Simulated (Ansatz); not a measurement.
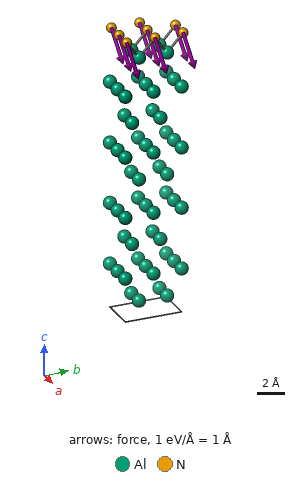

Starting geometry of a slab of composition Al9N (cut from the P6_3/mmc phase) with the computed forces as purple arrows. A ball-and-stick model of the 2 × 2 repeat of the cell, outlined in the plane, without the vacuum, seen slightly off an axis.

Case: N over the place (1/4, 2/4) of the surface cell, its height relaxed. The slab is the (0 0 1) face of Al with N on it. 9 atoms are held fixed.

All numbers below come from DFT PBEsol, scalar-relativistic, plane waves, PAW in Ansatz.

Input
```yaml
crystal:
  lattice:
    - [2.8362844918, 0.0, 0.0]
    - [-1.4181422459, 2.4562944222, 0.0]
    - [0.0, 0.0, 37.6442989108]
  atoms:
    - { symbol: Al, position: [0.3333333333, 0.6666666667, 0.2257978033] }
    - { symbol: Al, position: [0.0, 0.0, 0.2877072406] }
    - { symbol: Al, position: [0.6666666667, 0.3333333333, 0.3496166779] }
    - { symbol: Al, position: [0.0, 0.0, 0.4115261153] }
    - { symbol: Al, position: [0.3333333333, 0.6666666667, 0.4729161237] }
    - { symbol: Al, position: [0.0, 0.0, 0.5342805556] }
    - { symbol: Al, position: [0.6666666667, 0.3333333333, 0.5966221375] }
    - { symbol: Al, position: [0.0, 0.0, 0.6583877038] }
    - { symbol: Al, position: [0.3333333333, 0.6666666667, 0.7209215701] }
    - { symbol: "N", position: [0.5833333333, 1.1666666667, 0.7602369523] }
basis:
  ecutwfc: 420
kpoints:
  mp_grid: { grid: [12, 12, 1] }
hamiltonian:
  xc: pbesol
scf:
  occupations: { method: gaussian, width: 0.1 }
output:
  forces: true
  eigenvalues: true
relax:
  adjacent_minimum: "off"
  f_tol: 0.02
  max_steps: 25
  constraints: [{ sites: [0, 1, 2, 3, 4, 5, 6, 7, 8] }, { site: 9, fix: xy }]
efield:
  axis: 3
  dipole_correction: true
  ramp_width: 0.04
```

Run as
```bash
ansatz run input.yaml --threads 1 --pin off --max-ram 2560MiB --backend cpu --events-out ev --progress --plain --runs-dir out
```

### Is this structure relaxed? If not, where do the atoms go?

It isn't relaxed: the largest force vector, on N10, is 3.01 eV/Å. The atoms end up moving mostly along the starting forces (cosine between the two patterns 0.95). The energy falls by 0.655 eV per cell of the calculation in 4 accepted moves (5 points after the start). Largest force component: 2.9 eV/Å at the start, 0.0016 eV/Å at the end. 1 step only repeated the SCF at the same geometry. The largest move is that of N10, 0.38 Å along the normal (−c). Al stays in place. The cell stays as it was. Near-neighbour distances that change, for instance: Al9–N10 1.923 → 1.651 Å, Al9–N10 (another image) 2.390 → 2.177 Å. Among the angles between lasting bonds that change: N10–Al9–N10 81.5° → 94.6°, Al9–N10–Al9 81.5° → 94.6°, Al9–N10–Al9 72.8° → 81.3°.

Limits of the set-up: the periodic images lie only 2.8 Å apart, so the values are limited by the cell's size.
